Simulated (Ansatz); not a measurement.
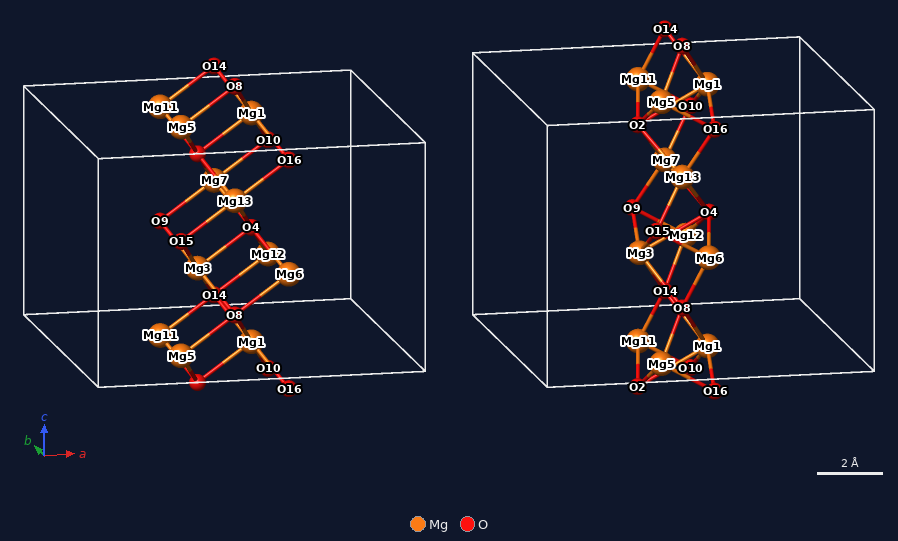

Two geometries of a wire of composition MgO, drawn at one scale. One is the start of a relaxation, the other its converged end. The picture is a ball-and-stick view of the cell of the calculation, with the vacuum cut short, seen slightly off an axis.

Level of theory: DFT PBEsol, scalar-relativistic, plane waves, PAW (Ansatz). Settings: plane-wave cutoff 420 eV; k-point mesh 1 × 1 × 5; occupations gaussian; smearing width 0.05 eV; no spin polarisation; cell relaxed at fixed a, b, alpha, beta, gamma; force threshold 0.02 eV/Å; at most 45 steps.

### Which of the two is the end point?

The right one is the relaxed one. Case: wire along [1 1 1], 16 atoms a period. The energy falls by 9.903 eV per cell of the calculation in 15 accepted moves (17 points after the start). Largest force component: 2.1 eV/Å at the start, 0.0049 eV/Å at the end. The SCF was repeated twice at an unchanged geometry on a basis and grid sized afresh for the cell, which shifted the energy by 0.269 eV per cell of the calculation at most. The largest moves relative to the centre of the atoms, 1.01 Å, are those of Mg5, Mg6, Mg11 and Mg12. Largest moves by element: Mg 1.01 Å, O 0.85 Å. Along the periodic axis the drawn cell goes c 7.299 → 8.357 Å (+14.5 %). Among the contacts that change: Mg5–O16 3.650 → 1.927 Å, Mg1–Mg11 2.980 → 2.476 Å, Mg7–Mg13 2.980 → 2.516 Å, Mg1–O2 2.107 → 2.519 Å. New bonds form, among them: Mg5–O16 (3.65 → 1.93 Å), Mg6–O15 (3.65 → 1.93 Å), O10–Mg11 (3.65 → 1.93 Å), O9–Mg12 (3.65 → 1.93 Å). Among the angles between lasting bonds that change: Mg5–O2–Mg7 180.0° → 135.6°, O8–Mg3–O9 180.0° → 142.1°, Mg1–O8–Mg6 90.0° → 121.8°.
